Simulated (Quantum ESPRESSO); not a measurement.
# KBr (Fm-3m): zone-centre phonons

Aim: the zone-centre modes of KBr (Fm-3m).

Main program and level: Quantum ESPRESSO 7.5; DFT LDA, scalar-relativistic, plane waves, PseudoDojo norm-conserving pseudopotentials.

## (1) The structure

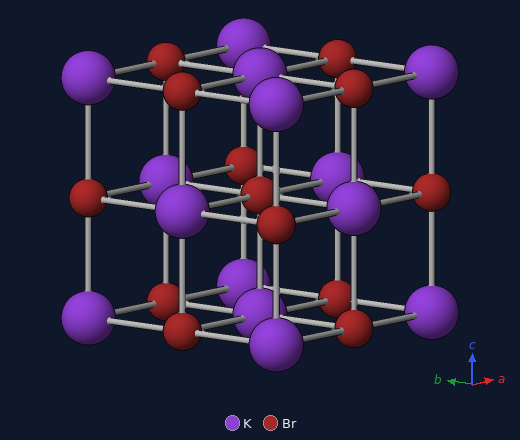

The starting structure, seen from a free direction (potassium purple, bromine red). This picture shows the conventional cell, with its axes. Some periodic images of atoms are drawn too.

## (2) A first look

Before anything dear is run, a loose run with smearing shows whether this is a metal and how far the cell is from rest.

probe.in

```
 &control
    calculation='scf',
    prefix='x',
    outdir='./tmp',
    pseudo_dir='./pseudo',
    tprnfor=.true.,
    tstress=.true.,
    verbosity='high',
 /
 &system
    ibrav=0,
    nat=2,
    ntyp=2,
    ecutwfc=79.0,
    occupations='smearing',
    smearing='gaussian',
    degauss=0.01,
 /
 &electrons
    conv_thr=1.0d-07,
    mixing_beta=0.7,
    electron_maxstep=100,
 /
ATOMIC_SPECIES
 K      39.0983  K.upf
 Br     79.9040  Br.upf
CELL_PARAMETERS angstrom
    -3.300000000    0.000000000    3.300000000
     0.000000000    3.300000000    3.300000000
    -3.300000000    3.300000000    0.000000000
ATOMIC_POSITIONS crystal
 K      0.000000000   0.000000000   0.000000000
 Br     0.500000000   0.500000000   0.500000000
K_POINTS automatic
 6 6 6 0 0 0
```

On the command line:

```bash
> OMP_NUM_THREADS=1 mpirun -n 4 pw.x -nk 4 -in probe.in > probe.out
```

What it wrote:

```text
[banners, grids, parts of the stress and lines that vanish by symmetry left out]
Program PWSCF v.7.5
     Message from routine setup:
     using ibrav=0 with symmetry is DISCOURAGED, use correct ibrav instead
[...]
kinetic-energy cutoff     =      79.0000  Ry
     charge density cutoff     =     316.0000  Ry
     scf convergence threshold =      1.0E-07
[...]
Exchange-correlation= SLA  PW   NOGX NOGC
                           (   1   4   0   0   0   0   0)
[...]
48 Sym. Ops., with inversion, found
[...]
(     0          1          0      )
                  (     0          0          1      )
[...]
(  0.0000000  1.0000000  0.0000000 )
                  ( -0.0000000 -0.0000000  1.0000000 )
[...]
(     1          0         -1      )
                  (     0          0         -1      )
[...]
( -0.0000000 -1.0000000 -0.0000000 )
[...]
(     0          1         -1      )
                  (     0          1          0      )
[...]
( -1.0000000  0.0000000  0.0000000 )
                  (  0.0000000  1.0000000 -0.0000000 )
[...]
number of k points=    16  Gaussian smearing, width (Ry)=  0.0100
[...]
End of self-consistent calculation
[...]
the Fermi energy is     2.0233 ev
!    total energy              =     -91.66358681 Ry
[...]
convergence has been achieved in   6 iterations
[...]
atom    1 type  1   force =     0.00000000   -0.00000000    0.00000000
     atom    2 type  2   force =     0.00000000   -0.00000000    0.00000000
[...]
Total force =     0.000000     Total SCF correction =     0.000000
[...]
total   stress  (Ry/bohr**3)                   (kbar)     P=      -16.53
[...]
XML data file, charge density, pseudopotentials, collected wavefunctions

   JOB DONE.
```

The job ended after 9 s (4 MPI ranks of Arm Neoverse N1, shared host; 36 s of CPU time).

Read from the output:

| Quantity | Value |
| --- | --- |
| volume per atom | 35.94 Å³ |
| pressure | -1.653 GPa |
| gap on the k-mesh | 4.031 eV |

A gap of 4.0 eV opens on this mesh, so the crystal is taken as an insulator; the start stands at -1.7 GPa.

## (3) Relaxation

The relaxation runs at a cutoff a fifth above that of the response, since stress converges more slowly with the basis than frequencies do. Forces and stress are brought to rest with tight thresholds.

relax.in

```
 &control
    calculation='vc-relax',
    prefix='x',
    outdir='./tmp',
    pseudo_dir='./pseudo',
    tprnfor=.true.,
    tstress=.true.,
    forc_conv_thr=2.0d-05,
    etot_conv_thr=1.0d-07,
    nstep=40,
 /
 &system
    ibrav=0,
    nat=2,
    ntyp=2,
    ecutwfc=95,
    occupations='fixed',
    nbnd=10,
 /
 &electrons
    conv_thr=1.0d-11,
    mixing_beta=0.7,
    electron_maxstep=100,
 /
 &ions
 /
 &cell
    press_conv_thr=0.2,
 /
ATOMIC_SPECIES
 K      39.0983  K.upf
 Br     79.9040  Br.upf
CELL_PARAMETERS angstrom
    -3.300000000    0.000000000    3.300000000
     0.000000000    3.300000000    3.300000000
    -3.300000000    3.300000000    0.000000000
ATOMIC_POSITIONS crystal
 K      0.000000000   0.000000000   0.000000000
 Br     0.500000000   0.500000000   0.500000000
K_POINTS automatic
 6 6 6 0 0 0
```

On the command line:

```bash
> OMP_NUM_THREADS=1 mpirun -n 4 pw.x -nk 4 -in relax.in > relax.out
```

What it wrote:

```text
[banners, grids, parts of the stress and lines that vanish by symmetry left out]
[banner, memory and clock lines left out]
Program PWSCF v.7.5

[...]
kinetic-energy cutoff     =      95.0000  Ry
     charge density cutoff     =     380.0000  Ry
     scf convergence threshold =      1.0E-11
[...]
energy convergence thresh.=      1.0E-07
     force convergence thresh. =      2.0E-05
     press convergence thresh. =      2.0E-01
     Exchange-correlation= SLA  PW   NOGX NOGC
                           (   1   4   0   0   0   0   0)
[...]
48 Sym. Ops., with inversion, found
[...]
number of k points=    16
[...]
End of self-consistent calculation
[...]
highest occupied, lowest unoccupied level (ev):     0.8343    4.8662
!    total energy              =     -91.66359925 Ry
[...]
convergence has been achieved in  10 iterations
[...]
atom    1 type  1   force =    -0.00000000   -0.00000000   -0.00000000
     atom    2 type  2   force =     0.00000000    0.00000000   -0.00000000
     Total force =     0.000000     Total SCF correction =     0.000000
[...]
total   stress  (Ry/bohr**3)                   (kbar)     P=      -16.56
[...]
number of bfgs steps    =   0
[...]
CELL_PARAMETERS (angstrom)
[...]
ATOMIC_POSITIONS (crystal)
K                0.0000000000       -0.0000000000        0.0000000000
Br               0.5000000000        0.5000000000        0.5000000000
[...]
New effective cutoffs (rho, wfc):  381.82   95.53
[...]
End of self-consistent calculation
[...]
highest occupied, lowest unoccupied level (ev):     0.8922    4.9457
!    total energy              =     -91.66404548 Ry
[...]
convergence has been achieved in   7 iterations
[...]
atom    1 type  1   force =     0.00000000    0.00000000   -0.00000000
     atom    2 type  2   force =     0.00000000    0.00000000   -0.00000000
     Total force =     0.000000     Total SCF correction =     0.000000
[...]
total   stress  (Ry/bohr**3)                   (kbar)     P=      -15.57
[...]
number of bfgs steps    =   1
[...]
WARNING: bfgs curvature condition failed, Theta= 0.856
[...]
CELL_PARAMETERS (angstrom)
[...]
ATOMIC_POSITIONS (crystal)
K               -0.0000000000        0.0000000000        0.0000000000
Br               0.5000000000        0.5000000000        0.5000000000
[...]
New effective cutoffs (rho, wfc):  385.07   96.35
[...]
End of self-consistent calculation
[...]
highest occupied, lowest unoccupied level (ev):     0.9807    5.0673
!    total energy              =     -91.66465714 Ry
[...]
convergence has been achieved in   8 iterations
[...]
atom    1 type  1   force =     0.00000000   -0.00000000    0.00000000
     atom    2 type  2   force =    -0.00000000   -0.00000000   -0.00000000
     Total force =     0.000000     Total SCF correction =     0.000000
[...]
total   stress  (Ry/bohr**3)                   (kbar)     P=      -13.99
[...]
number of bfgs steps    =   2
[...]
CELL_PARAMETERS (angstrom)
[...]
ATOMIC_POSITIONS (crystal)
[...]
New effective cutoffs (rho, wfc):  390.03   97.59
[...]
End of self-consistent calculation
[...]
atom    1 type  1   force =     0.00000000    0.00000000   -0.00000000
     atom    2 type  2   force =    -0.00000000    0.00000000    0.00000000
     Total force =     0.000000     Total SCF correction =     0.000000
[...]
total   stress  (Ry/bohr**3)                   (kbar)     P=       -6.85
[...]
number of bfgs steps    =   4
[...]
CELL_PARAMETERS (angstrom)
[...]
ATOMIC_POSITIONS (crystal)
[...]
New effective cutoffs (rho, wfc):  409.07  102.35
[...]
highest occupied, lowest unoccupied level (ev):     1.6568    5.9977
!    total energy              =     -91.66665760 Ry
[...]
convergence has been achieved in   7 iterations
[...]
atom    1 type  1   force =     0.00000000    0.00000000   -0.00000000
     atom    2 type  2   force =     0.00000000    0.00000000    0.00000000
     Total force =     0.000000     Total SCF correction =     0.000000
[...]
total   stress  (Ry/bohr**3)                   (kbar)     P=        1.12
[...]
number of bfgs steps    =   5
[...]
CELL_PARAMETERS (angstrom)
[...]
ATOMIC_POSITIONS (crystal)
[...]
New effective cutoffs (rho, wfc):  407.48  101.95
[...]
highest occupied, lowest unoccupied level (ev):     1.6106    5.9340
!    total energy              =     -91.66666652 Ry
[...]
convergence has been achieved in   8 iterations
[...]
atom    1 type  1   force =    -0.00000000   -0.00000000   -0.00000000
     atom    2 type  2   force =     0.00000000    0.00000000    0.00000000
     Total force =     0.000000     Total SCF correction =     0.000000
[...]
total   stress  (Ry/bohr**3)                   (kbar)     P=       -0.08
[...]
number of bfgs steps    =   6
[...]
CELL_PARAMETERS (angstrom)
[...]
ATOMIC_POSITIONS (crystal)
[...]
New effective cutoffs (rho, wfc):  407.59  101.98
[...]
End of self-consistent calculation
[...]
highest occupied, lowest unoccupied level (ev):     1.6138    5.9385
!    total energy              =     -91.66666657 Ry
[...]
convergence has been achieved in   5 iterations
[...]
atom    1 type  1   force =     0.00000000    0.00000000    0.00000000
     atom    2 type  2   force =     0.00000000   -0.00000000   -0.00000000
     Total force =     0.000000     Total SCF correction =     0.000000
[...]
total   stress  (Ry/bohr**3)                   (kbar)     P=       -0.00
[...]
bfgs converged in   8 scf cycles and   7 bfgs steps
[...]
End of BFGS Geometry Optimization
     Final enthalpy           =     -91.6666665689 Ry
     File ./tmp/x.bfgs deleted, as requested
[...]
CELL_PARAMETERS (angstrom)
[...]
ATOMIC_POSITIONS (crystal)
K               -0.0000000000       -0.0000000000        0.0000000000
Br               0.5000000000        0.5000000000        0.5000000000
[...]
Final scf calculation at the relaxed structure.
[...]
kinetic-energy cutoff     =      95.0000  Ry
     charge density cutoff     =     380.0000  Ry
     scf convergence threshold =      1.0E-13
[...]
press convergence thresh. =      2.0E-01
     Exchange-correlation= SLA  PW   NOGX NOGC
                           (   1   4   0   0   0   0   0)
[...]
48 Sym. Ops., with inversion, found
[...]
number of k points=    16
[...]
c_bands:  1 eigenvalues not converged
     c_bands:  1 eigenvalues not converged
[...]
End of self-consistent calculation
[...]
highest occupied, lowest unoccupied level (ev):     1.6138    5.9385
!    total energy              =     -91.66666370 Ry
[...]
convergence has been achieved in  11 iterations
[...]
atom    1 type  1   force =     0.00000000    0.00000000   -0.00000000
     atom    2 type  2   force =    -0.00000000   -0.00000000    0.00000000
     Total force =     0.000000     Total SCF correction =     0.000000
[...]
total   stress  (Ry/bohr**3)                   (kbar)     P=       -0.00
[...]
XML data file, charge density, pseudopotentials, collected wavefunctions
```

Run time: 90 s. Hardware: 4 MPI ranks.

Step by step:

```
step  energy less that of the first step (eV)  largest force (eV/Å)  pressure (GPa)  volume (Å³)
   1                                   0.0000                0.0000           -1.66        71.87
   2                                  -0.0061                0.0000           -1.56        71.27
   3                                  -0.0144                0.0000           -1.40        70.37
   4                                  -0.0250                0.0000           -1.14        69.03
   5                                  -0.0363                0.0000           -0.68        67.05
   6                                  -0.0416                0.0000            0.11        64.27
   7                                  -0.0417                0.0000           -0.01        64.64
   8                                  -0.0417                0.0000            0.00        64.62
   9                                  -0.0417                0.0000            0.00        64.62
```

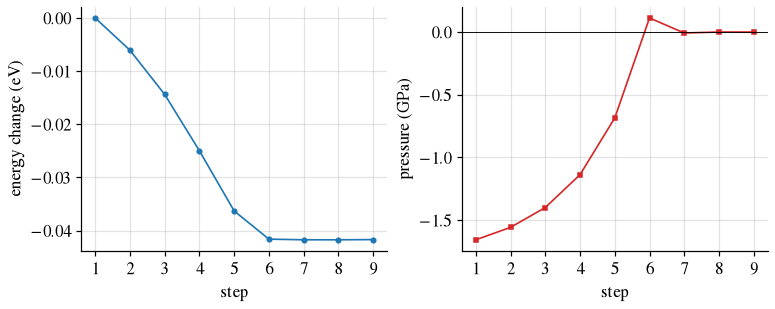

Energy and pressure along the relaxation.

```
conventional cell, symmetrised  before  after   change
                         a (Å)   6.600  6.370   -3.5 %
                         b (Å)   6.600  6.370   -3.5 %
                         c (Å)   6.600  6.370   -3.5 %
              volume (Å³/atom)   35.94  32.31  -10.1 %
```

Final coordinates:

```
CELL_PARAMETERS angstrom
-3.18496 0.00000 3.18496
0.00000 3.18496 3.18496
-3.18496 3.18496 0.00000
ATOMIC_POSITIONS crystal
K 0.00000 0.00000 0.00000
Br 0.50000 0.50000 0.50000
```

The last row of the table of steps is pw.x's closing run on a basis chosen anew for the final cell, so its energy can jump.

Numbers from this step:

| Property | Result |
| --- | --- |
| volume per atom | 32.31 Å³ |
| pressure | 0 GPa |
| gap on the k-mesh | 4.325 eV |

The volume changes by -10.1 % from the cell with which this run began.

## (4) Self-consistent run for the response

The response is built on this ground state, so it is converged far tighter than an energy would need. With a gap, occupations are fixed, which also allows the response to an electric field.

scf.in

```
 &control
    calculation='scf',
    prefix='x',
    outdir='./tmp',
    pseudo_dir='./pseudo',
    tprnfor=.true.,
    tstress=.true.,
 /
 &system
    ibrav=0,
    nat=2,
    ntyp=2,
    ecutwfc=79.0,
    occupations='fixed',
    nbnd=10,
 /
 &electrons
    conv_thr=1.0d-12,
    mixing_beta=0.7,
    electron_maxstep=100,
 /
ATOMIC_SPECIES
 K      39.0983  K.upf
 Br     79.9040  Br.upf
CELL_PARAMETERS angstrom
    -3.184964781    0.000000000    3.184964781
     0.000000000    3.184964781    3.184964781
    -3.184964781    3.184964781    0.000000000
ATOMIC_POSITIONS crystal
 K      0.000000000   0.000000000   0.000000000
 Br     0.500000000   0.500000000   0.500000000
K_POINTS automatic
 8 8 8 0 0 0
```

On the command line:

```bash
> OMP_NUM_THREADS=1 mpirun -n 4 pw.x -nk 4 -in scf.in > scf.out
```

What it wrote:

```text
[banners, grids, parts of the stress and lines that vanish by symmetry left out]
[banner, memory and clock lines left out]
Program PWSCF v.7.5

[...]
kinetic-energy cutoff     =      79.0000  Ry
     charge density cutoff     =     316.0000  Ry
     scf convergence threshold =      1.0E-12
[...]
Exchange-correlation= SLA  PW   NOGX NOGC
                           (   1   4   0   0   0   0   0)
[...]
48 Sym. Ops., with inversion, found
[...]
number of k points=    29
[...]
End of self-consistent calculation
[...]
highest occupied, lowest unoccupied level (ev):     1.6138    5.9385
!    total energy              =     -91.66665214 Ry
[...]
convergence has been achieved in   9 iterations
[...]
atom    1 type  1   force =    -0.00000000   -0.00000000    0.00000000
     atom    2 type  2   force =    -0.00000000   -0.00000000   -0.00000000
     Total force =     0.000000     Total SCF correction =     0.000000
[...]
total   stress  (Ry/bohr**3)                   (kbar)     P=       -0.01
[...]
XML data file, charge density, pseudopotentials, collected wavefunctions
```

Wall time 17 s (4 MPI ranks); 67 s of CPU time.

Numbers from this step:

| Item | Value |
| --- | --- |
| pressure | -0.001 GPa |

The cell stands at -0.001 GPa, close enough for phonons.

[end of part 1 of 4]

[Host names and launcher messages were left out of these logs when they were recorded.]

[Logs are printed without paths, hosts, clocks, repeated set-up lines and the standing remarks that a program may print on its own settings, such as how far it seeks lower states.]

[Hosts, paths, dates, database ids (printed as entryN), source tags and the programs' standing remarks are cut or masked in the printed files.]
